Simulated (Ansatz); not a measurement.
# Calculations on Ta

**1. Relaxation**

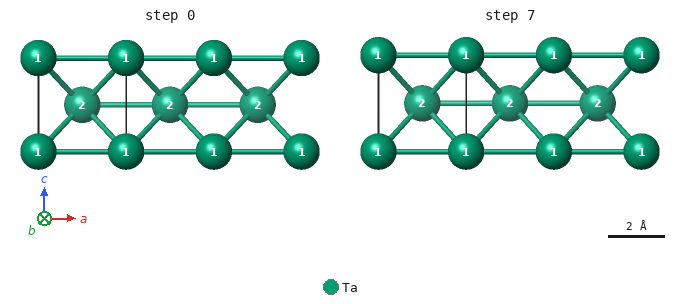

The structure of solid Ta (set up in I4/mmm) before (left) and after (right) a relaxation, at one scale.

The picture is a ball-and-stick view of the cell of the calculation, repeated 3 × 1 × 1 with one cell outlined, seen along the b axis.

Case: biaxial strain in the a-b plane of -4.0 %; c and atoms relaxed.

The calculation used DFT PBE, scalar-relativistic, plane waves, PAW (Ansatz 0.2.0).

The input:
```yaml
crystal:
  lattice:
    - [3.1862998944, 0.0, 0.0]
    - [0.0, 3.1862998944, 0.0]
    - [0.0, 0.0, 3.3987198874]
  atoms:
    - { symbol: Ta, position: [0.0, 0.0, 0.0] }
    - { symbol: Ta, position: [0.5, 0.5, 0.5] }
basis:
  ecutwfc: 420
kpoints:
  mp_grid: { grid: [16, 16, 16] }
hamiltonian:
  xc: pbe
scf:
  occupations: { method: gaussian, width: 0.1 }
output:
  forces: true
  stress: true
  eigenvalues: true
relax:
  adjacent_minimum: "off"
  f_tol: 0.008
  max_steps: 40
  cell: { stress_tol: 0.015, fix: [a, b, gamma] }
```

Command:
```bash
ansatz run input.yaml --threads 1 --pin off --max-ram 2560MiB --backend cpu --events-out ev --progress --plain --runs-dir out
```

**What changed between the two?**

No atom moves by more than 0.005 Å relative to the cell. Cell: a = b unchanged at 3.186 Å, c 3.399 → 3.502 Å (+3.0 %). Volume +3.0 %. Some distances before and after: Ta1–Ta1 3.399 → 3.502 Å, Ta1–Ta2 2.822 → 2.854 Å. The space group stays I4/mmm (No. 139). Over 5 accepted moves (7 points after the start) the energy falls by 12.3 meV per atom. All forces vanish by symmetry, so only the cell relaxes. The pressure goes from 13.00 to 6.59 GPa. The SCF was repeated twice at an unchanged geometry on a basis and grid sized afresh for the cell, which shifted the energy by 0.3 meV per atom at most.

**2. Relaxation**

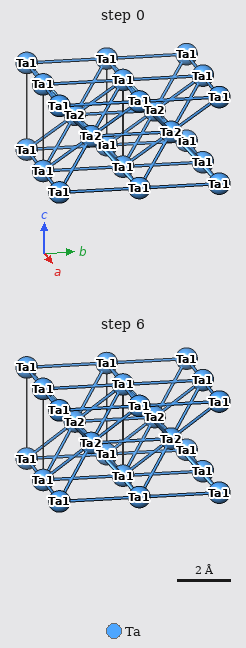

The structure of solid Ta (set up in I4/mmm) before (top) and after (bottom) a relaxation, at one scale.

The picture is a ball-and-stick view of the cell of the calculation, repeated 2 × 2 × 1 with one cell outlined, seen slightly off an axis.

Case: biaxial strain in the a-b plane of -6.0 %; c and atoms relaxed.

Level of theory: DFT PBE, scalar-relativistic, plane waves, PAW (Ansatz). Settings: plane-wave cutoff 420 eV; k-point mesh 16 × 16 × 16; occupations gaussian; smearing width 0.1 eV; no spin polarisation; cell relaxed at fixed a, b, gamma; force threshold 0.008 eV/Å; at most 40 steps.

Q: Summarise the run.

A: The energy falls by 33.2 meV per atom in 4 accepted moves (6 points after the start). All forces vanish by symmetry, so only the cell relaxes. The pressure goes from 21.35 to 9.87 GPa. The SCF was repeated twice at an unchanged geometry on a basis and grid sized afresh for the cell, which shifted the energy by 0.5 meV per atom at most. No atom moves by more than 0.005 Å relative to the cell. The volume changes by +5.2 %, with a = b unchanged at 3.120 Å, c 3.439 → 3.618 Å (+5.2 %). Among the contacts that change: Ta1–Ta2 2.797 → 2.853 Å. The space group stays I4/mmm (No. 139).

**3. Series**

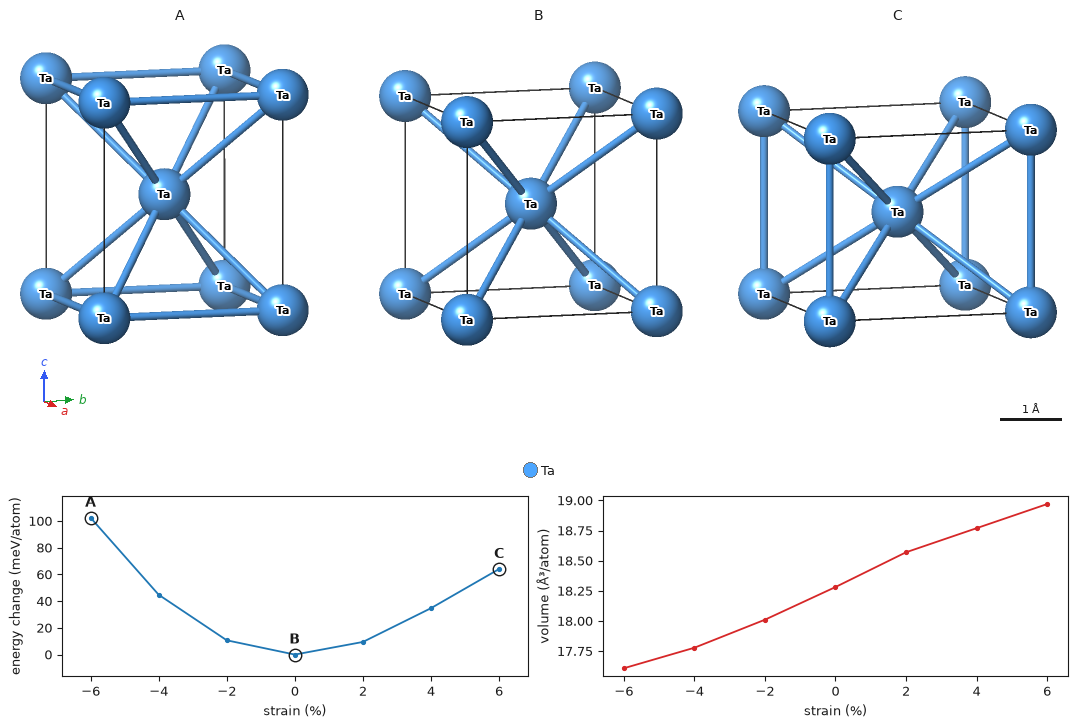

Members of a series of calculations on a crystal of Ta (set up in Im-3m), marked on the first curve. Style: ball-and-stick. Shown: the cell of the calculation, slightly off an axis.

All numbers below come from Ansatz, DFT PBE, scalar-relativistic, plane waves, PAW. (plane-wave cutoff 420 eV; k-point mesh 16 × 16 × 16; occupations gaussian; smearing width 0.1 eV; no spin polarisation)

Which kind of strain is it, and how does the structure respond?

Answer. Biaxial strain in the a–b plane, c and atoms relaxed. A (strain −6.0 %): energy change 102 meV/atom, volume 17.61 Å³ per atom. B (strain 0.0 %): energy change 0.0 meV/atom, volume 18.28 Å³ per atom. C (strain 6.0 %): energy change 64.0 meV/atom, volume 18.97 Å³ per atom. The rest compares A with C. The drawn cell changes as follows: a = b 3.120 → 3.518 Å (+12.8 %), c 3.618 → 3.065 Å (−15.3 %); the volume changes by +7.7 %. Some distances before and after: Ta–Ta 3.618 → 3.065 Å, Ta–Ta 3.120 → 3.518 Å, Ta–Ta 2.853 → 2.922 Å.
